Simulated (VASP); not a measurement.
Run report: CuI, geometry relaxation

The run: geometry relaxation of CuI (2 atoms in the cell). Method and program: Kohn-Sham DFT of a periodic cell, r2SCAN, VASP PAW PBE potentials, recommended, no spin polarisation (VASP 6.6.1).

The structure derives from an entry of the Crystallography Open Database.

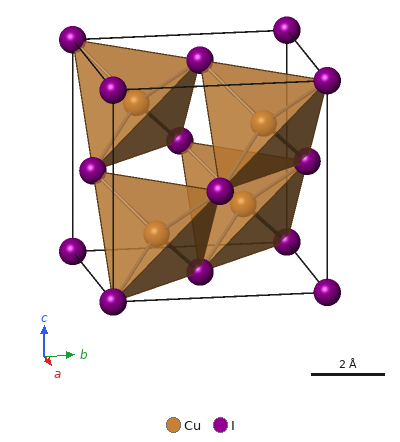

Figure 1. The input geometry (polyhedral view of the cell 4 times as large as that of the calculation, set on its symmetry axes, seen slightly off an axis; polyhedra are completed across the faces of the cell). An atom can appear more than once, as a periodic image.

## Results in brief

| quantity | value |
| --- | --- |
| outcome | converged |
| space group (tolerance 0.01 Å) | F-43m (216) |
| electrons treated | 18 |
| free energy | −35.7935 eV |
| gap on the k-point mesh | 1.74 eV |
| pressure | 0.92 GPa |
| final volume | 53.50 Å³ |
| largest force (length of the vector) | under 0.001 eV/Å |
| hardware | 1 thread of Intel Xeon (Sapphire Rapids), 360 GiB of memory available, shared host |
| wall time | 2.6 min |
| peak memory | 0.22 GiB |

## INCAR
```
SYSTEM = CuI
PREC = Accurate
ENCUT = 600
EDIFF = 1E-7
ISMEAR = 0
SIGMA = 0.03
LREAL = .FALSE.
LASPH = .TRUE.
NELM = 80
ALGO = Normal
ISIF = 2
LWAVE = .FALSE.
LCHARG = .FALSE.
METAGGA = R2SCAN
LMIXTAU = .TRUE.
IBRION = 2
NSW = 40
EDIFFG = -0.01
```

## KPOINTS
```
Automatic mesh
0
G
  8 8 8
  0 0 0
```

## POSCAR
```
CuI                                     
1.0
    0.0000000000      2.9907389403      2.9907389403
    2.9907389403      0.0000000000      2.9907389403
    2.9907389403      2.9907389403      0.0000000000
  Cu              I             
     1     1
Direct
     0.2500000000000000    0.2500000000000000    0.2500000000000000
     0.0000000000000000    0.0000000000000000    0.0000000000000000
```

Run as:
```bash
cat potpaw_PBE.64/Cu/POTCAR potpaw_PBE.64/I/POTCAR > POTCAR
mpirun -np 1 vasp_std > vasp.out
```

## OSZICAR
```
N       E                     dE             d eps       ncg     rms          rms(c)
DAV:   1     0.758379498404E+02    0.75838E+02   -0.86958E+03   754   0.171E+03
DAV:   2    -0.311758181224E+02   -0.10701E+03   -0.10088E+03   764   0.296E+02
DAV:   3    -0.388608735232E+02   -0.76851E+01   -0.75457E+01  1020   0.877E+01
DAV:   4    -0.390817499412E+02   -0.22088E+00   -0.22069E+00   855   0.134E+01
DAV:   5    -0.390914332612E+02   -0.96833E-02   -0.96827E-02  1098   0.327E+00    0.613E+00
DAV:   6    -0.361091065357E+02    0.29823E+01   -0.88258E+00   754   0.857E+01    0.495E+00
DAV:   7    -0.357973041354E+02    0.31180E+00   -0.15794E+00   889   0.494E+01    0.248E+00
DAV:   8    -0.358159506383E+02   -0.18647E-01   -0.60799E-01   862   0.230E+01    0.146E+00
DAV:   9    -0.357290911848E+02    0.86859E-01   -0.21663E-01   953   0.130E+01    0.234E-01
DAV:  10    -0.357932194266E+02   -0.64128E-01   -0.24890E-02   754   0.174E+00    0.121E-01
DAV:  11    -0.357934845616E+02   -0.26513E-03   -0.78249E-04   989   0.401E-01    0.689E-02
DAV:  12    -0.357931801422E+02    0.30442E-03   -0.11594E-03   884   0.111E+00    0.987E-02
DAV:  13    -0.357935287794E+02   -0.34864E-03   -0.11060E-03   904   0.108E+00    0.144E-02
DAV:  14    -0.357935119029E+02    0.16876E-04   -0.33829E-05   851   0.839E-02    0.973E-03
DAV:  15    -0.357935369261E+02   -0.25023E-04   -0.29474E-05   884   0.128E-01    0.171E-03
DAV:  16    -0.357935368789E+02    0.47238E-07   -0.20400E-06   978   0.165E-02    0.229E-03
DAV:  17    -0.357935369853E+02   -0.10642E-06   -0.36603E-08   532   0.396E-03    0.185E-03
DAV:  18    -0.357935377040E+02   -0.71872E-06   -0.38737E-07   770   0.781E-03    0.196E-03
DAV:  19    -0.357935381225E+02   -0.41841E-06   -0.25105E-07   759   0.920E-03    0.540E-04
DAV:  20    -0.357935381087E+02    0.13736E-07   -0.10840E-08   412   0.172E-03
   1 F= -.35793538E+02 E0= -.35793538E+02  d E =-.357935E+02
```

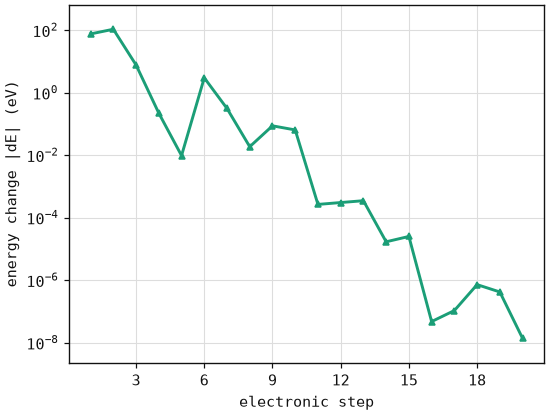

Figure 2. Convergence of the self-consistent field: energy change |dE| against the electronic step. It takes 20 electronic steps. The density is held fixed in the first few steps, and dE rises again when its update begins.

## Parts of OUTCAR
```
SYSTEM = CuI
   PREC = Accurate
   ENCUT = 600
   EDIFF = 1E-7
   ISMEAR = 0
   LREAL = .FALSE.
   LASPH = .TRUE.
   NELM = 80
   ISIF = 2
   METAGGA = R2SCAN
   IBRION = 2
   NSW = 40
   EDIFFG = -0.01

 ion  position               nearest neighbor table
   1  0.250  0.250  0.250-   2 2.59   2 2.59   2 2.59   2 2.59
   2  0.000  0.000  0.000-   1 2.59   1 2.59   1 2.59   1 2.59

  LATTYP: Found a face centered cubic cell.
 ALAT       =     5.9814778806

  Lattice vectors:

 A1 = (   0.0000000000,   2.9907389403,   2.9907389403)
 A2 = (   2.9907389403,   0.0000000000,   2.9907389403)
 A3 = (   2.9907389403,   2.9907389403,   0.0000000000)

Analysis of symmetry for initial positions (statically):
=====================================================================
 Subroutine PRICEL returns:
 Original cell was already a primitive cell.

 Routine SETGRP: Setting up the symmetry group for a
 face centered cubic supercell.

 Subroutine GETGRP returns: Found 24 space group operations
 (whereof 24 operations were pure point group operations)
 out of a pool of 48 trial point group operations.

The static configuration has the point symmetry T_d .

Analysis of symmetry for dynamics (positions and initial velocities):
=====================================================================
 Subroutine PRICEL returns:
 Original cell was already a primitive cell.

 Routine SETGRP: Setting up the symmetry group for a
 face centered cubic supercell.

 Subroutine GETGRP returns: Found 24 space group operations
 (whereof 24 operations were pure point group operations)
 out of a pool of 48 trial point group operations.

The dynamic configuration has the point symmetry T_d .

 Subroutine INISYM returns: Found 24 space group operations
 (whereof 24 operations are pure point group operations),
 and found     1 'primitive' translations

----------------------------------------------------------------------------------------

                                     Primitive cell

  volume of cell :      53.5014

  direct lattice vectors                    reciprocal lattice vectors
     0.000000000  2.990738940  2.990738940    -0.167182763  0.167182763  0.167182763
     2.990738940  0.000000000  2.990738940     0.167182763 -0.167182763  0.167182763
     2.990738940  2.990738940  0.000000000     0.167182763  0.167182763 -0.167182763

  length of vectors
     4.229543571  4.229543571  4.229543571     0.289569040  0.289569040  0.289569040

  position of ions in fractional coordinates (direct lattice)
     0.250000000  0.250000000  0.250000000
     0.000000000  0.000000000  0.000000000

  ion indices of the primitive-cell ions
   primitive index   ion index
                 1           1
                 2           2

----------------------------------------------------------------------------------------

 KPOINTS: Automatic mesh

Automatic generation of k-mesh.
 Grid dimensions read from file:
 generate k-points for:    8    8    8

 Generating k-lattice:

  Cartesian coordinates                     Fractional coordinates (reciprocal lattice)
    -0.020897845  0.020897845  0.020897845     0.125000000  0.000000000  0.000000000
     0.020897845 -0.020897845  0.020897845     0.000000000  0.125000000  0.000000000
     0.020897845  0.020897845 -0.020897845     0.000000000  0.000000000  0.125000000

  Length of vectors
     0.036196130  0.036196130  0.036196130

  Shift w.r.t. Gamma in fractional coordinates (k-lattice)
     0.000000000  0.000000000  0.000000000

 Subroutine IBZKPT returns following result:
 ===========================================

 Found     29 irreducible k-points:

 Following reciprocal coordinates:
            Coordinates               Weight
  0.000000  0.000000  0.000000      1.000000
  0.125000  0.000000  0.000000      8.000000
  0.250000  0.000000  0.000000      8.000000
  0.375000  0.000000  0.000000      8.000000
  0.500000  0.000000  0.000000      4.000000
  0.125000  0.125000  0.000000      6.000000
  0.250000  0.125000  0.000000     24.000000
  0.375000  0.125000  0.000000     24.000000
  0.500000  0.125000  0.000000     24.000000
 -0.375000  0.125000  0.000000     24.000000
 -0.250000  0.125000  0.000000     24.000000
 -0.125000  0.125000  0.000000     12.000000
  0.250000  0.250000  0.000000      6.000000
  0.375000  0.250000  0.000000     24.000000
  0.500000  0.250000  0.000000     24.000000
 -0.375000  0.250000  0.000000     24.000000
 -0.250000  0.250000  0.000000     12.000000
  0.375000  0.375000  0.000000      6.000000
  0.500000  0.375000  0.000000     24.000000
 -0.375000  0.375000  0.000000     12.000000
  0.500000  0.500000  0.000000      3.000000
  0.375000  0.250000  0.125000     24.000000
  0.500000  0.250000  0.125000     48.000000
 -0.375000  0.250000  0.125000     24.000000
 [... further k-points ...]
   k-points           NKPTS =     29   k-points in BZ     NKDIM =     29   number of bands    NBANDS=     13
   number of dos      NEDOS =    301   number of ions     NIONS =      2
   total plane-waves  NPLWV =  46656
   dimension x,y,z NGX =    36 NGY =   36 NGZ =   36
   dimension x,y,z NGXF=    72 NGYF=   72 NGZF=   72
   ions per type =               1   1
   NGX,Y,Z   is equivalent  to a cutoff of  14.15, 14.15, 14.15 a.u.
   NGXF,Y,Z  is equivalent  to a cutoff of  28.30, 28.30, 28.30 a.u.
 SYSTEM =  CuI
   PREC   = accura    normal or accurate (medium, high low for compatibility)
   ISTART =      0    job   : 0-new  1-cont  2-samecut
   ICHARG =      2    charge: 1-file 2-atom 10-const
   ISPIN  =      1    spin polarized calculation?
   LNONCOLLINEAR =      F non collinear calculations
   LSORBIT =      F    spin-orbit coupling
   LASPH  =      T    aspherical Exc in radial PAW
   ENCUT  =  600.0 eV  44.10 Ry    6.64 a.u.   8.45  8.45  8.45*2*pi/ulx,y,z
   NELM   =     80;   NELMIN=  2; NELMDL= -5     # of ELM steps
   EDIFF  = 0.1E-06   stopping-criterion for ELM
   LREAL  =      F    real-space projection
   EDIFFG = -.1E-01   stopping-criterion for IOM
   NSW    =     40    number of steps for IOM
   IBRION =      2    ionic relax: 0-MD 1-quasi-New 2-CG
   NFREE  =      1    steps in history (QN), initial steepest desc. (CG)
   ISIF   =      2    stress and relaxation
   ISYM   =      2    0-nonsym 1-usesym 2-fastsym
   POTIM  = 0.5000    time-step for ionic-motion
   TEBEG  =    0.0;   TEEND  =   0.0 temperature during run
   PSTRESS=    0.0 pullay stress
   NELECT =      18.0000    total number of electrons
   NUPDOWN=      -1.0000    fix difference up-down
   EMIN   =  10.00;   EMAX   =-10.00  energy-range for DOS
   EFERMI =   0.00;   METHOD = LEGACY
   ISMEAR =     0;   SIGMA  =   0.03  broadening in eV -4-tet -1-fermi 0-gaus
   EFERMI_NEDOS =   21; number of points for ismear=-14 and -15
   IALGO  =     38    algorithm
   IMIX   =      4    mixing-type and parameters
     AMIX     =   0.40;   BMIX     =  1.00
     AMIX_MAG =   1.60;   BMIX_MAG =  1.00
  volume/ion in A,a.u.               =      26.75       180.52
  Fermi-wavevector in a.u.,A,eV,Ry     =   1.138616  2.151672 17.639214  1.296446
  Thomas-Fermi vector in A             =   2.275320
   LORBIT       =      0    0 simple, 1 ext, 2 COOP (PROOUT), +10 PAW based schemes
   METAGGA = R2SCAN    functional components
   LHFCALC =     F    Hartree Fock is set to
   AEXX    =    0.0000 exact exchange contribution
   IVDW    =     0    specifies the selected vdW correction
   LEPSILON=     F    determine dielectric tensor
   LRPA    =     F    only Hartree local field effects (RPA)
 conjugate gradient relaxation of ions
 non-spin polarized calculation
 Gauss-broadening in eV      SIGMA  =   0.03
  energy-cutoff  :      600.00
  volume of cell :       53.50
 maximum number of plane-waves:      1812
 NGX is ok and might be reduce to    36
   NGX = 17   NGY = 17   NGZ = 17

 number of electron      17.9999992 magnetization

 Free energy of the ion-electron system (eV)
  ---------------------------------------------------
  ext. energy  EPLUGINS =         0.00000000
  ---------------------------------------------------
  free energy    TOTEN  =       -35.79353811 eV

  energy without entropy =      -35.79353811  energy(sigma->0) =      -35.79353811

 E-fermi :   4.8837     XC(G=0):  -9.6512     alpha+bet : -9.5891

 val. band max:        4.7082565556   @ k =   0.0000   0.0000   0.0000
 cond. band min:       6.4452000372   @ k =   0.0000   0.0000   0.0000
 fundamental gap:      1.7369434817
 Fermi energy:         4.8836876084

 k-point     1 :       0.0000    0.0000    0.0000
  band No.  band energies     occupation
      1     -10.0430      2.00000
      2       0.7175      2.00000
      3       0.7176      2.00000
      4       0.7176      2.00000
      5       2.6978      2.00000
      6       2.6978      2.00000
      7       4.7082      2.00000
      8       4.7083      2.00000
      9       4.7083      2.00000
     10       6.4452      0.00000
     11       9.9023      0.00000
     12       9.9023      0.00000
     13       9.9023      0.00000

 k-point     2 :       0.1250    0.0000    0.0000
  band No.  band energies     occupation
      1      -9.9595      2.00000
      2       0.4170      2.00000
      3       0.7241      2.00000
      4       0.7242      2.00000
      5       2.6910      2.00000
      6       2.6910      2.00000
      7       4.0816      2.00000
      8       4.5805      2.00000
      9       4.5805      2.00000
     10       7.1061      0.00000
     11       9.8315      0.00000
     12      10.1388      0.00000
     13      10.1388      0.00000

 k-point     3 :       0.2500    0.0000    0.0000
  band No.  band energies     occupation
      1      -9.7443      2.00000
      2      -0.3169      2.00000
      3       0.7368      2.00000
      4       0.7368      2.00000
      5       2.6873      2.00000
      6       2.6873      2.00000
      7       3.3407      2.00000
      8       4.2997      2.00000
      9       4.2997      2.00000
     10       7.4808      0.00000
     11      10.4872      0.00000
     12      10.4872      0.00000
     13      10.6608      0.00000

 k-point     4 :       0.3750    0.0000    0.0000
  band No.  band energies     occupation
      1      -9.5061      2.00000
      2      -1.0463      2.00000
      3       0.7442      2.00000
      4       0.7443      2.00000
      5       2.7084      2.00000
      6       2.7085      2.00000
      7       2.9077      2.00000
      8       4.0372      2.00000
      9       4.0372      2.00000
     10       7.3646      0.00000
     11      10.4896      0.00000
     12      10.4896      0.00000
     13      12.0954      0.00000

 k-point     5 :       0.5000    0.0000    0.0000
  band No.  band energies     occupation
      1      -9.3991      2.00000
      2      -1.3465      2.00000
      3       0.7456      2.00000
      4       0.7457      2.00000
      5       2.7274      2.00000
      6       2.7275      2.00000
      7       2.7675      2.00000
      8       3.9281      2.00000
      9       3.9282      2.00000
     10       7.2927      0.00000
     11      10.4233      0.00000
     12      10.4233      0.00000
     13      12.4995      0.00000

 [... the levels of 18 k-points are left out ...]

 k-point    24 :      -0.3750    0.2500    0.1250
  band No.  band energies     occupation
      1      -9.2902      2.00000
      2      -1.0555      2.00000
      3       0.1427      2.00000
      4       0.6909      2.00000
      5       2.6185      2.00000
      6       2.7075      2.00000
      7       2.8294      2.00000
      8       3.2967      2.00000
      9       3.6071      2.00000
     10       8.6805      0.00000
     11       9.6006      0.00000
     12      11.3781      0.00000
     13      12.6099      0.00000

 [... further k-points ...]

------------------------ aborting loop because EDIFF is reached ----------------------------------------

  FORCE on cell =-STRESS in cart. coord.  units (eV):
  Direction    XX          YY          ZZ          XY          YZ          ZX
  --------------------------------------------------------------------------------------
  -------------------------------------------------------------------------------------
  Total        0.3060103      0.3060103      0.3060103     -0.0000000      0.0000000      0.0000000
  in kB        9.1639176      9.1639176      9.1639176     -0.0000000      0.0000000      0.0000000
  external PRESSURE =       9.1639176 kB  Pullay stress =       0.0000000 kB

 VOLUME and BASIS-vectors are now :
 -----------------------------------------------------------------------------
  energy-cutoff  :      600.00
  volume of cell :       53.50
      direct lattice vectors                 reciprocal lattice vectors
     0.000000000  2.990738940  2.990738940    -0.167182763  0.167182763  0.167182763
     2.990738940  0.000000000  2.990738940     0.167182763 -0.167182763  0.167182763
     2.990738940  2.990738940  0.000000000     0.167182763  0.167182763 -0.167182763

 POSITION                                       TOTAL-FORCE (eV/Angst)
 -----------------------------------------------------------------------------------
      1.49537      1.49537      1.49537         0.000000      0.000000      0.000000
      0.00000      0.00000      0.00000        -0.000000     -0.000000     -0.000000
 -----------------------------------------------------------------------------------
    total drift:                               -0.000007     -0.000007     -0.000007

  FREE ENERGIE OF THE ION-ELECTRON SYSTEM (eV)
  ---------------------------------------------------
  free  energy   TOTEN  =       -35.7935381087 eV

  energy  without entropy=      -35.7935381087  energy(sigma->0) =      -35.79353811

 reached required accuracy - stopping structural energy minimisation
```

## CONTCAR
```
CuI
   1.00000000000000
     0.0000000000000000    2.9907389403000000    2.9907389403000000
     2.9907389403000000    0.0000000000000000    2.9907389403000000
     2.9907389403000000    2.9907389403000000    0.0000000000000000
  Cu              I
     1     1
Direct
     0.2500000000000000    0.2500000000000000    0.2500000000000000
     0.0000000000000000    0.0000000000000000    0.0000000000000000

  0.00000000E+00  0.00000000E+00  0.00000000E+00
  0.00000000E+00  0.00000000E+00  0.00000000E+00
```
